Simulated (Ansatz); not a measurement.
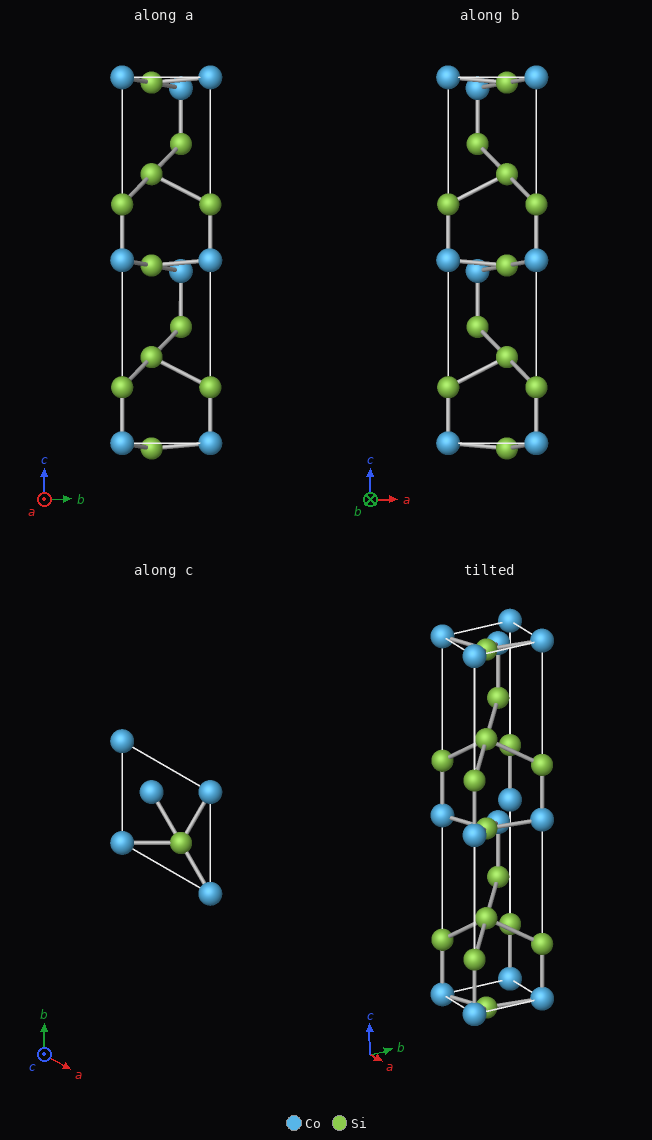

View along the a axis, along the b axis, along the c axis and slightly off an axis, drawn as a ball-and-stick model. Thin lines show the unit cell, with boundary atoms drawn in all their periodic places.

Lattice parameters: a = 3.951 Å, b = 3.950 Å, c = 14.202 Å, α = 90.00°, β = 90.00°, γ = 119.99°. Put a along x and b in the xy plane.

**Express the structure as a POSCAR file, with free fractional coordinates to two decimals.**

```
Co Si
1.0
     3.951    0.000    0.000
    -1.974    3.421    0.000
    -0.001    0.001   14.202
Co Si
4 8
Direct
  0.00 0.00 0.00
  0.00 0.00 0.50
  0.33 0.67 0.47
  0.33 0.67 0.97
  0.67 0.33 0.24
  0.67 0.33 0.74
  0.00 0.00 0.15
  0.00 0.00 0.65
  0.33 0.67 0.32
  0.33 0.67 0.82
  0.67 0.33 0.49
  0.67 0.33 0.99
```

The structure was taken from a random cell made by a generator, so it need not be a real form of the compound. It was relaxed with DFT PBE, scalar-relativistic, plane waves, PAW (Ansatz).
